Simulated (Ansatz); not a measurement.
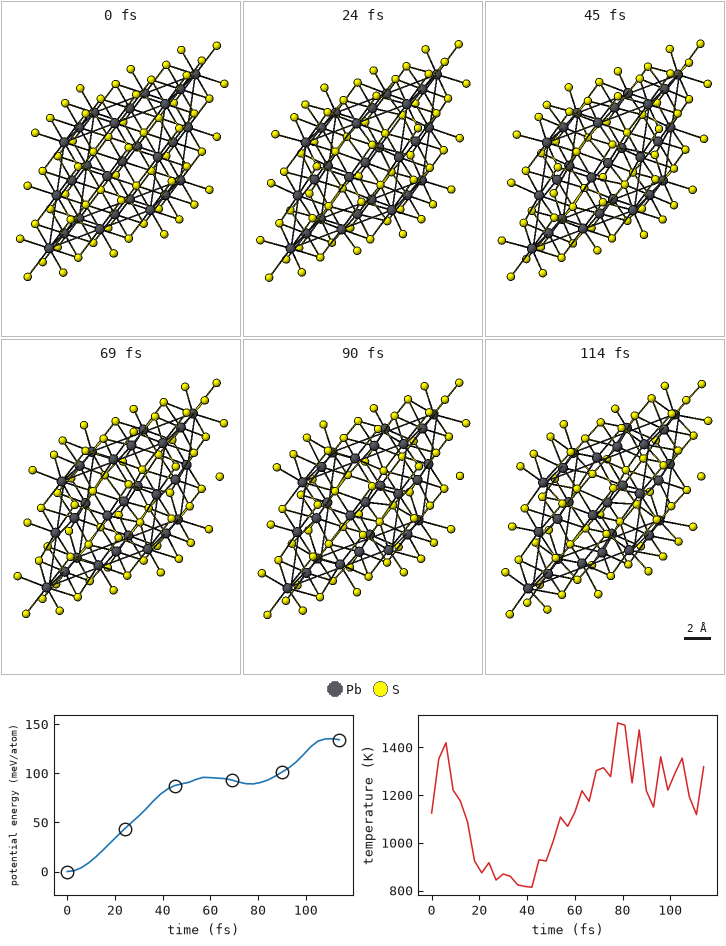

A Born-Oppenheimer molecular dynamics run of a 16-atom cell of PbS (set up in Fm-3m), 114 fs long. Frames and the history of the run. A ball-and-stick model of the reduced simulation cell, seen slightly off an axis. Bonds to atoms that aren't drawn are left out. Lengths and directions refer to the drawn axes.

These are results of DFT PBE+D3(BJ), scalar-relativistic, plane waves, PAW in Ansatz 0.2.0, not measurements. Settings: plane-wave cutoff 420 eV; k-point mesh 2 × 2 × 2; Fermi-Dirac smearing 0.103 eV; volume 1.04 times that of the relaxed crystal; Langevin thermostat (NVT); set temperature 1200 K; time step 3 fs; friction 0.02 per fs.

**What happens in this trajectory?**

In the second half of the run the atoms are, in the root-mean-square, this far from where they began (common drift taken out): S 0.35 Å, Pb 0.21 Å. The run lasts only 114 fs, too short to tell vibration from diffusion. The mean temperature in the second half is 1272 K (standard deviation 120 K). The potential energy is still drifting at the end, so the run hasn't reached equilibrium. The potential energy in the second half lies on average 106 meV per atom above the first frame. The mean pressure there is 1.1 GPa.

The run took about 7 core-minutes on a shared host.
